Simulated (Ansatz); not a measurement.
GaSb3

Input

```
crystal:
  lattice:
    - [3.0534335216, -3.1234295478, 0.0]
    - [3.0534335216, 3.1234295478, 0.0]
    - [0.0, 0.0, 5.633319004]
  atoms:
    - { symbol: Ga, position: [0.5, 0.5, 0.0] }
    - { symbol: Sb, position: [0.7417158801, 0.2582841199, 0.5] }
    - { symbol: Sb, position: [0.2582841199, 0.7417158801, 0.5] }
    - { symbol: Sb, position: [0.0, 0.0, 0.0] }
basis:
  ecutwfc: 420
kpoints:
  mp_grid: { grid: [10, 10, 8] }
hamiltonian:
  xc: pbe
scf:
  occupations: { method: gaussian, width: 0.1 }
output:
  forces: true
  stress: true
  eigenvalues: true
  write_density: true
  write_potential: true
  elf: true
  volumetric_format: npy
relax:
  adjacent_minimum: "off"
  f_tol: 0.01
  max_steps: 80
  cell: { stress_tol: 0.05 }
```

Command:

```sh
ansatz run input.yaml --threads 1 --pin off --max-ram 2560MiB --backend cpu --events-out ev --progress --plain --runs-dir out
```

Below, planes, directions and counts refer to the conventional cell (a = 6.04 Å, b = 6.34 Å, c = 5.64 Å, α = 90.00°, β = 90.00°, γ = 90.00°).

The fields are those of the relaxed geometry.

Space group Cmmm; a structure generated by program, which may or may not match a known phase.

Theory: Ansatz, DFT PBE, scalar-relativistic, plane waves, PAW.

> What can the converged valence pseudo-density and electron localisation function tell about the bonding?

Sb–Sb (3.17 Å): the density is about 0.22 e/Å³ at the midpoint; the ELF is about 0.45 at the midpoint.
Ga–Sb (3.17 Å): the density is about 0.17 e/Å³ at the midpoint; the ELF is about 0.40 at the midpoint: no shared electron pair shows on this line.
Sb–Sb (3.24 Å): ρ is about 0.2 e/Å³ halfway; the ELF is about 0.40 at the midpoint.
Ga–Sb (3.24 Å): ρ at the midpoint is about 0.15 e/Å³; the ELF is about 0.35 at the midpoint; no localised pair shows between them.

> Does the calculation make it a metal, or give it a gap?

It is metallic or semimetallic at this level of theory: no gap opens.

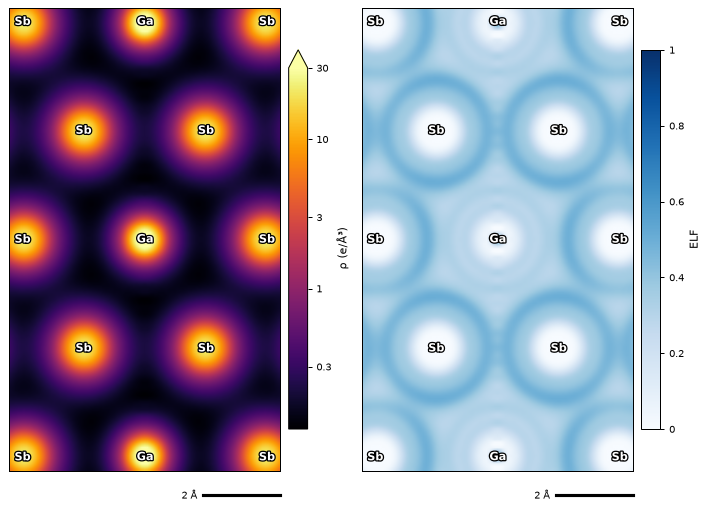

Computed valence pseudo-density and electron localisation function on the (100) plane of the conventional cell, in this order. 
